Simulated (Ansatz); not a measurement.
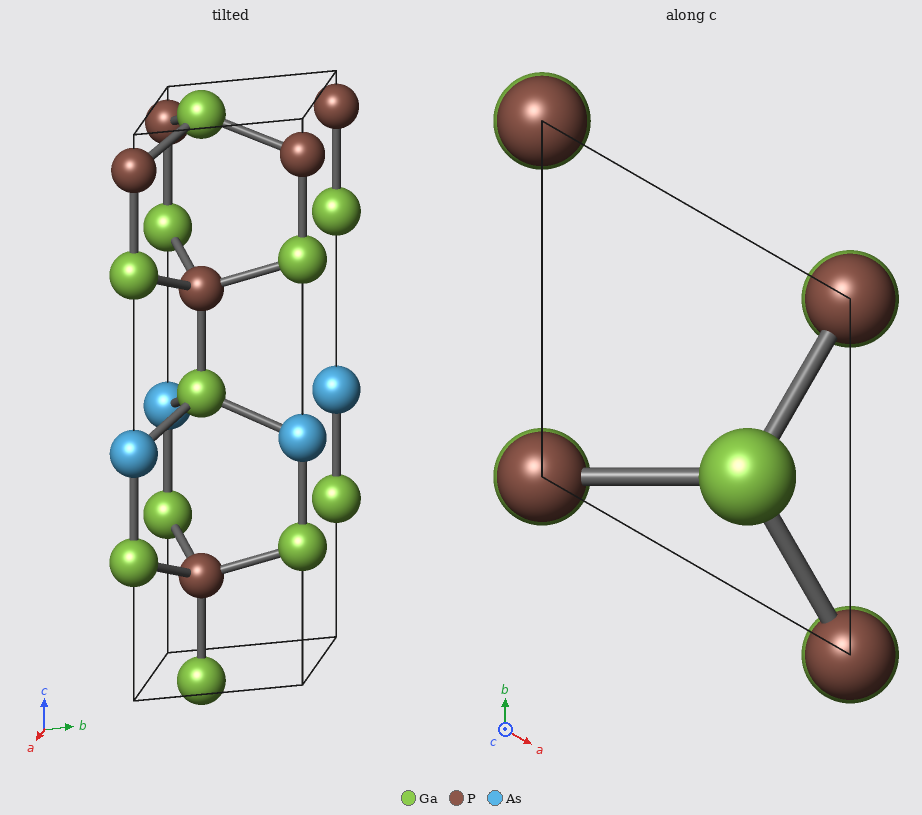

An orthographic ball-and-stick view of the structure, slightly off an axis and along the c axis. One conventional unit cell is outlined, and atoms on its boundary appear in each equivalent place. Cell: a = 3.92 Å, b = 3.92 Å, c = 12.94 Å, α = 90.00°, β = 90.00°, γ = 120.00°.

The structure comes from a structure type filled with these elements by a generator (whether the compound takes this form wasn't checked). Earlier steps of the study, as a rule a relaxation of our own, may have changed the cell and positions, so they can lie some per cent off the listed ones. An electronic-structure calculation with Ansatz was run on it.

Characterise what is shown.

Answer. Formula: Ga4AsP3. It belongs to space group P3m1 (No. 156) and has a primitive hexagonal lattice. In the cell are 4 Ga, 1 As, 3 P, which makes 1 formula unit. The coordination shell of P holds four Ga in a tetrahedral arrangement at about 2.4 Å. Each As atom has four Ga in a tetrahedral arrangement at about 2.4 Å around it. Coordination numbers (contacts within bonding distance): Ga 4. The bonds build a three-dimensional framework.

Level of theory and settings: DFT r2SCAN, scalar-relativistic, plane waves, PAW in Ansatz 0.2.0, a cutoff energy of 500 eV, k-point mesh 12×12×2, Gaussian smearing of 0.02 eV, no spin polarisation.

Predict the gap.

Answer. A semiconductor at this level, with a gap of 1.28 eV, direct.

How charged are the atoms, by the Bader scheme?

Answer. Ga +0.80 to +0.91 e; As -0.78 e; P -0.91 e.

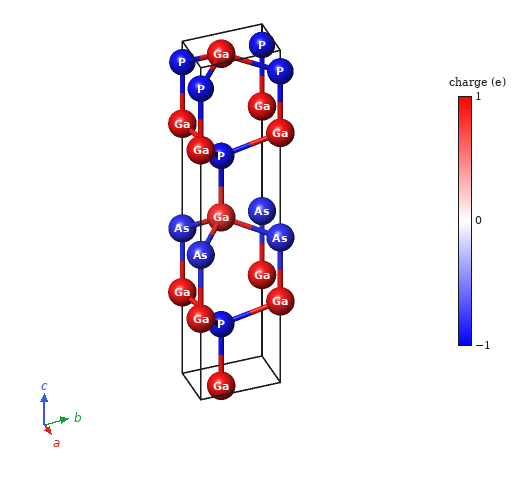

The atoms coloured by those charges. The run's cell of 8 atoms is drawn.

Is this the optimised geometry for these settings?

Answer. No. The largest force is 0.07 eV/Å, on Ga. The pressure is -2.5 GPa, so the cell would contract.
